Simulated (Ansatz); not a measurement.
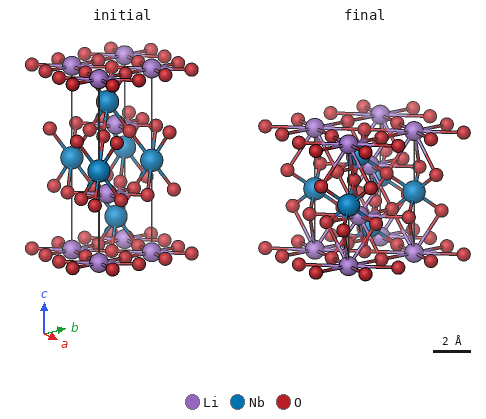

The structure of crystalline LiNbO$_{3}$ (a generated structure, set up in R-3m) (coarse preliminary run) before (left) and after (right) a relaxation, at one scale.

A ball-and-stick model of the conventional cell (3 times the calculation's cell), seen slightly off an axis. Lengths and directions refer to the drawn axes.

Level of theory: Ansatz 0.2.0, DFT PBE, scalar-relativistic, plane waves, PAW. Set-up: plane-wave cutoff 420 eV; k-point mesh 6 × 6 × 6; occupations gaussian; smearing width 0.1 eV; collinear spin; cell and atoms relaxed; force threshold 0.04 eV/Å; at most 70 steps.

Question: Summarise the run.

Answer: The energy falls by 1385 meV per atom in 11 accepted moves (14 points after the start). All forces vanish by symmetry, so only the cell relaxes. The pressure goes from −8.08 to 0.03 GPa. At 3 points the geometry stayed and the basis and grid were re-selected for the new cell (energy shift of 93.4 meV per atom at most each time). No atom moves by more than 0.005 Å relative to the cell. Cell: a = b 4.502 → 5.594 Å (+24.3 %), c 10.345 → 6.853 Å (−33.8 %). Volume +2.3 %. Near-neighbour distances that change, for instance: Li–O 3.685 → 2.797 Å, Li–O 2.251 → 2.797 Å, Nb–O 2.159 → 1.978 Å. Bond angles that change, for instance: O–Nb–O 117.2° → 90.0°, O–Nb–O 62.8° → 90.0°. The space group (tolerance 0.01 Å) goes from R-3m (No. 166) to Pm-3m (No. 221). Cost: 80 s on 1 thread of Arm Neoverse V2, on a shared host, peak memory 0.38 GiB.
